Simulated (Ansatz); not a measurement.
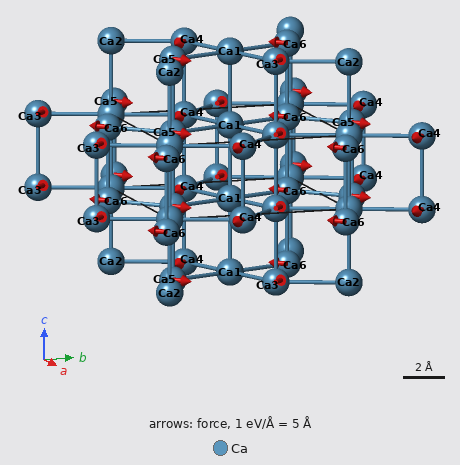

Starting geometry of a crystal of Ca (a generated structure, set up in P4/mbm) with the computed forces as red arrows. The picture is a ball-and-stick view of the cell of the calculation, seen slightly off an axis.

Method: DFT PBE, scalar-relativistic, plane waves, PAW in Ansatz 0.2.0.

Input file:
```yaml
crystal:
  lattice:
    - [9.27156888, 0.0, 0.0]
    - [0.0, 9.27156888, 0.0]
    - [0.0, 0.0, 3.67458634]
  atoms:
    - { symbol: Ca, position: [0.5, 0.5, 0.0] }
    - { symbol: Ca, position: [0.0, 0.0, 0.0] }
    - { symbol: Ca, position: [0.86317998, 0.63682002, 0.0] }
    - { symbol: Ca, position: [0.13682002, 0.36317998, 0.0] }
    - { symbol: Ca, position: [0.63682002, 0.13682002, 0.0] }
    - { symbol: Ca, position: [0.36317998, 0.86317998, 0.0] }
basis:
  ecutwfc: 420
kpoints:
  mp_grid: { grid: [4, 4, 10] }
hamiltonian:
  xc: pbe
scf:
  occupations: { method: gaussian, width: 0.1 }
output:
  forces: true
  stress: true
  eigenvalues: true
  write_density: true
  write_potential: true
  elf: true
  volumetric_format: npy
relax:
  adjacent_minimum: "off"
  f_tol: 0.01
  max_steps: 80
  cell: { stress_tol: 0.05 }
```

Run as
```bash
ansatz run input.yaml --threads 1 --pin off --max-ram 2560MiB --backend cpu --events-out ev --progress --plain --runs-dir out
```

What follows when this structure is relaxed?

It isn't relaxed: the largest force vector, on Ca atoms, is 0.21 eV/Å. The atoms end up moving mostly along the starting forces (cosine between the two patterns 1.00). The largest moves relative to the cell, 0.12 Å, are those of Ca3, Ca4, Ca5 and Ca6. Ca5 goes along [1 1 0]. The drawn cell changes as follows: a = b 9.272 → 9.178 Å (−1.0 %), c 3.675 → 3.558 Å (−3.2 %); the volume changes by −5.1 %. Near-neighbour distances that change, for instance: Ca3–Ca4 3.588 → 3.801 Å, Ca1–Ca1 3.675 → 3.558 Å, Ca1–Ca3 3.598 → 3.513 Å. Among the angles between lasting bonds that change: Ca1–Ca3–Ca2 131.3° → 135.0°. The space group stays P4/mbm (No. 127). After 3 accepted moves (4 points after the start) the energy has fallen by 86.2 meV per cell of the calculation. Largest force component: 0.15 eV/Å at the start, 0.00042 eV/Å at the end. Pressure: −0.39 GPa at the start and −0.01 GPa at the end. The SCF was repeated once at an unchanged geometry on a basis and grid sized afresh for the cell, which shifted the energy by 0.5 meV per cell of the calculation at most. The run took 2.2 min on 1 thread of Intel(R) Xeon(R) Platinum 8259CL CPU @ 2.50GHz (Skylake/Cascade Lake) (shared host), peak memory 0.68 GiB.
